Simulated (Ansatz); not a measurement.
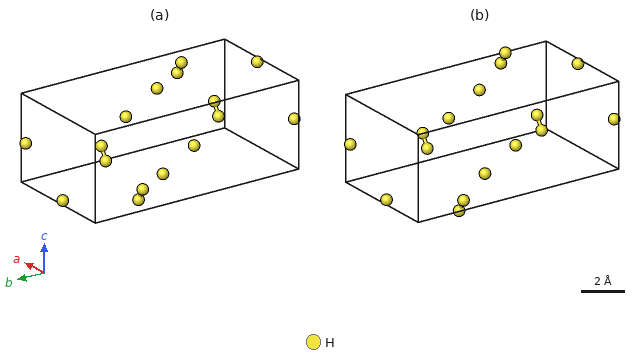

The structure of a crystal of H (built on the database_62 type) (coarse preliminary run) before (left) and after (right) a relaxation, at one scale.

A ball-and-stick model of the cell of the calculation, seen from a free direction.

Case: structure listed in a database for this formula (Pnma, No. 62).

All numbers below come from DFT PBEsol, scalar-relativistic, plane waves, PAW (Ansatz 0.2.0).

Input
```yaml
crystal:
  lattice:
    - [6.18307875, 0.0, 0.0]
    - [0.0, 11.75828296, 0.0]
    - [0.0, 0.0, 4.56887025]
  atoms:
    - { symbol: H, position: [0.54692185, 0.75, 0.29404356] }
    - { symbol: H, position: [0.04692185, 0.75, 0.20595644] }
    - { symbol: H, position: [0.45307815, 0.25, 0.70595644] }
    - { symbol: H, position: [0.95307815, 0.25, 0.79404356] }
    - { symbol: H, position: [0.60309739, 0.75, 0.43733098] }
    - { symbol: H, position: [0.10309739, 0.75, 0.06266902] }
    - { symbol: H, position: [0.39690261, 0.25, 0.56266902] }
    - { symbol: H, position: [0.89690261, 0.25, 0.93733098] }
    - { symbol: H, position: [0.45007237, 0.99635423, 0.04398634] }
    - { symbol: H, position: [0.95007237, 0.50364577, 0.45601366] }
    - { symbol: H, position: [0.54992763, 0.49635423, 0.95601366] }
    - { symbol: H, position: [0.04992763, 0.00364577, 0.54398634] }
    - { symbol: H, position: [0.54992763, 0.00364577, 0.95601366] }
    - { symbol: H, position: [0.04992763, 0.49635423, 0.54398634] }
    - { symbol: H, position: [0.45007237, 0.50364577, 0.04398634] }
    - { symbol: H, position: [0.95007237, 0.99635423, 0.45601366] }
basis:
  ecutwfc: 420
kpoints:
  mp_grid: { grid: [4, 2, 4] }
hamiltonian:
  xc: pbesol
scf:
  occupations: { method: gaussian, width: 0.1 }
  lower_state_search: "off"
output:
  forces: true
  stress: true
  eigenvalues: true
relax:
  adjacent_minimum: "off"
  f_tol: 0.04
  max_steps: 70
  cell: { stress_tol: 0.4 }
```

### What changed between the two?

The largest moves relative to the cell, 0.65 Å, are those of H5, H6, H7 and H8. H7 goes roughly along [−1 0 −3]. The volume changes by −4.7 %, with a 6.183 → 6.046 Å (−2.2 %), b 11.758 → 11.595 Å (−1.4 %), c 4.569 → 4.513 Å (−1.2 %). Near-neighbour distances that change, for instance: H10–H14 0.742 → 0.760 Å. The space group stays Pnma (No. 62). After 5 accepted moves (6 points after the start) the energy has fallen by 60.1 meV per cell of the calculation. Largest force component: 0.55 eV/Å at the start, 0.019 eV/Å at the end. The pressure goes from 0.56 to −0.07 GPa. The SCF was repeated once at an unchanged geometry on a basis and grid sized afresh for the cell, which shifted the energy by 8.7 meV per cell of the calculation at most. The run took of the order of 60 core-seconds on a shared host.
